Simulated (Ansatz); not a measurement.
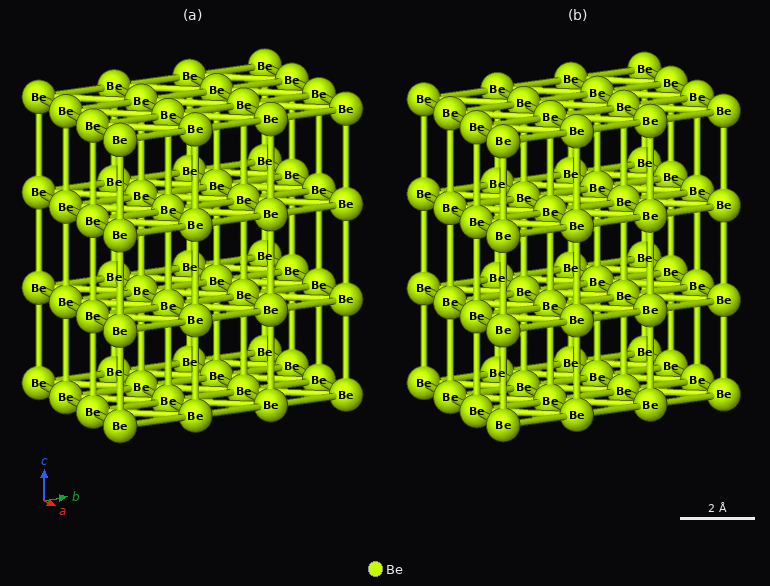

Left: a symmetric starting cell of Be (made from another compound by putting Be in place of Ba). Right: the same structure after one change, at the same scale. A ball-and-stick model of the cell of the calculation, repeated 3 × 3 × 3 with one cell outlined, seen slightly off an axis.

Computed with Ansatz, DFT PBEsol, scalar-relativistic, plane waves, PAW. (plane-wave cutoff 420 eV; k-point mesh 18 × 18 × 16; occupations gaussian; smearing width 0.1 eV; no spin polarisation)

> Which change leads from the left to the right?

The cell is strained by −0.9 % along c and −2.4 % across it (volume −5.5 %), the atoms keeping their fractional coordinates. No relaxation follows. The starting cell wasn't computed here and needn't be at equilibrium, so pressure and forces aren't due to the change alone.

> And its effect?

Among the bonded contacts that change: Be–Be 2.880 → 2.811 Å, Be–Be 2.614 → 2.591 Å. The space group stays P6/mmm (No. 191). The pressure is −19.0 GPa (not all of it need come from the change, since the unchanged cell can be under pressure at this level too). The principal stresses (compression positive) are −12.9 GPa along c and −22.0 GPa across it. All forces vanish by symmetry.
